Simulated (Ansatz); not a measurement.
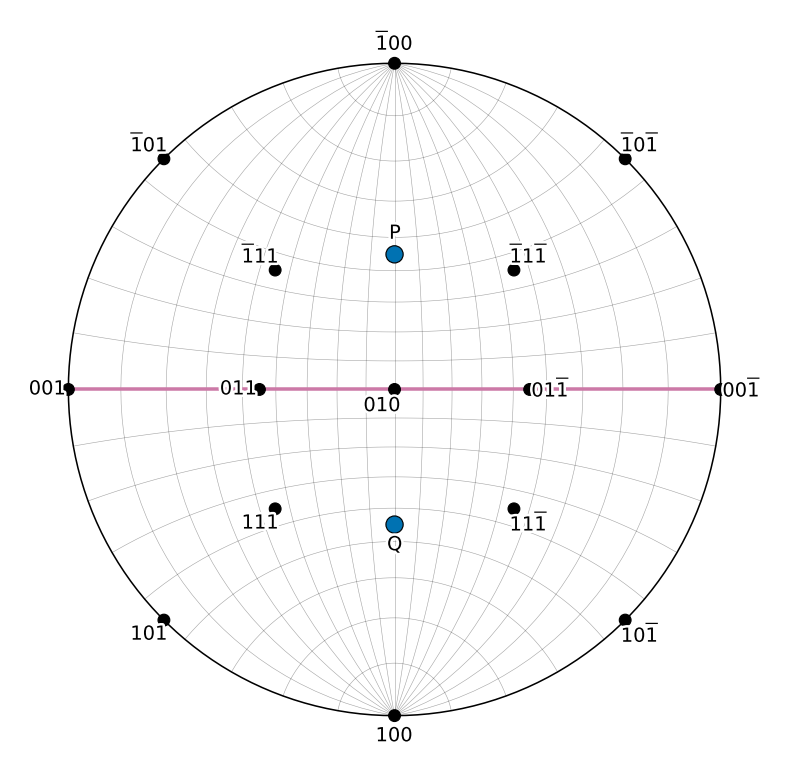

Crystal: Lu, the input geometry of an electronic-structure calculation (not necessarily at equilibrium); the starting structure was generated, so it need not be a known form of this composition. Stereographic projection of plane normals (upper hemisphere) centred on (0 1 0). Geometry calculated from the standardised cell; symmetry tolerance 0.002 Å.

a = 7.387 Å, b = 7.387 Å, c = 7.387 Å, α = 90.00°, β = 90.00°, γ = 90.00°.

Question: Index the poles marked P, Q.

Answer: P is (−1 1 0), 45.0° from the centre; Q is (1 1 0), 45.0° from the centre.

Question: Which zone does the coloured great circle trace?

Answer: The zone [1 0 0]: its poles satisfy h = 0.

Question: What is the angle between the normals of (0 1 0) and (−1 0 1), and what are their d_hkl = 1/|g|?

Answer: 90.0°; d = 7.387 Å and 5.223 Å.
